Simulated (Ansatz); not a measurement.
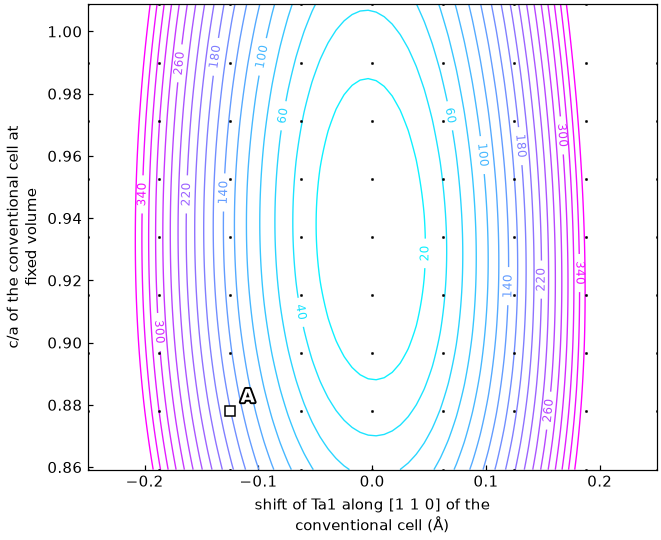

Ta₂N (P-31m, No. 162; 9 atoms in the cell). 
- The energy is mapped over a free internal coordinate and the cell.
- The first coordinate is: shift of Ta1 along [1 1 0] of the conventional cell, Cartesian (0.5 0.87 0), its symmetry partners moved as symmetry demands (measured in the relaxed cell); the second: c/a of the conventional cell at fixed volume.
- Nothing is relaxed (all other coordinates fixed).
- The grid has 9 × 9 points.
- Points are written as (first, second).
- All energies are given in meV/atom relative to the lowest grid point.
- These are results of Ansatz, DFT LDA, scalar-relativistic, plane waves, PAW, not measurements. Settings: cutoff 520 eV, k-mesh 9×9×8 in the order of the run's cell vectors, gaussian smearing 0.15 eV, no spin polarisation.

The picture shows contour lines labelled in meV/atom (none above 360), dots at the grid points, the point A. Between grid points the surface is interpolated.

Question: Is A at rest? If not, where is it pushed?

Answer: A, at (−0.125 Å, 0.878), is not a stationary point. The computed force is 2000 meV/atom for each Å towards larger values of the first coordinate and 1100 meV/atom for each unit towards larger values of the second coordinate.

PAW datasets: the set soft_1.
